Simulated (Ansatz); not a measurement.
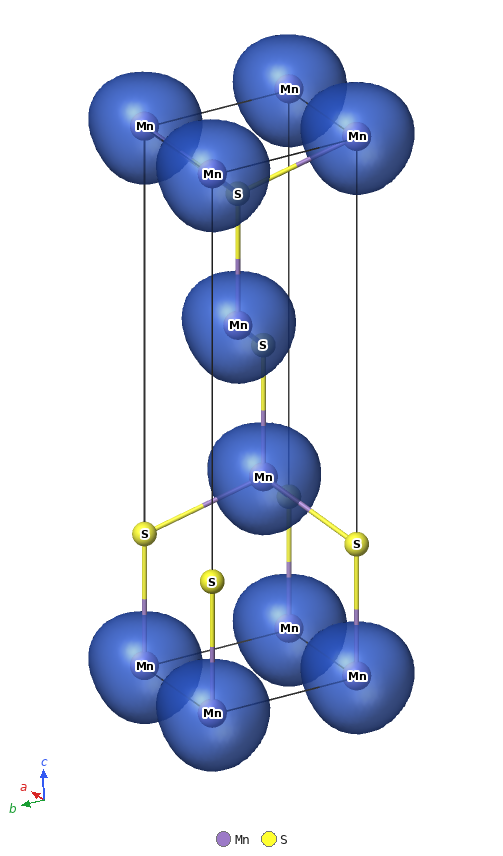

The picture shows: MnS. Isosurfaces of the spin density (up minus down) at +0.15 (blue) and −0.15 e/Å³ (red), seen at an oblique angle. Sticks mark near contacts.

Space group R3m; changed on purpose from its base cell (band edges of the strained film's bulk); spin-polarised.

All numbers below come from DFT PBE, scalar-relativistic, plane waves, PAW in Ansatz.

Core electrons are frozen (PAW), and the valence fields are smoothed inside the atomic spheres.

Where is the spin, and how is it ordered?

The spin density sits on Mn: +4.1 μB (×3) in one cell of 6 atoms, with smaller moments on other sites: S (up to +0.12 μB): parallel moments, as they must be, since the calculation's own cell holds one magnetic site. The cell of the calculation (2 atoms) carries 4.9 μB of net spin moment. Only one sign reaches the isovalue.
